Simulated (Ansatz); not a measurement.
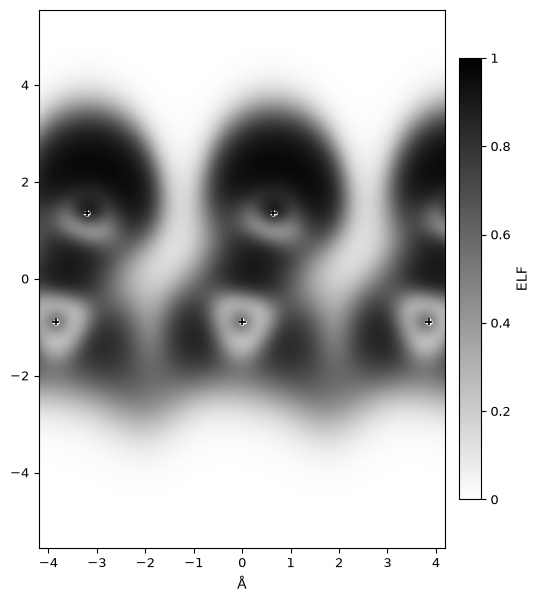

The ELF on a plane through atoms (crosses mark nuclei in the plane).

These are results of DFT PBE+D3(BJ), scalar-relativistic, plane waves, PAW (Ansatz 0.2.0), not measurements.

Candidates:
A. Ge$_{2}$H (slab), a = 4.02 Å, b = 4.02 Å, c = 16.18 Å, α = 90.00°, β = 90.00°, γ = 120.00°. A point of a scan over the structure, not its minimum; not relaxed (largest force 0.5 eV/Å); PAW files of the earlier set (soft_1); spin-polarised.
B. Si (slab), a = 3.85 Å, b = 3.85 Å, c = 15.97 Å, α = 90.00°, β = 90.00°, γ = 120.00°. A point of a scan over the structure, not its minimum; PAW files of the earlier set (soft_1); the program warned that a starting moment wasn't kept; spin-polarised, but the moments vanished.
C. C, a = 2.46 Å, b = 4.27 Å, c = 6.81 Å, α = 90.00°, β = 90.00°, γ = 90.00°. Space group Fmmm; PAW files of the earlier set (soft_1).

Q: Which system is this?

A: Candidate B: Si on the (100) plane of the calculation cell, a cut from vacuum to vacuum, which holds Si. Si–Si (2.33 Å): the ELF peaks at about 0.90 between the atoms.
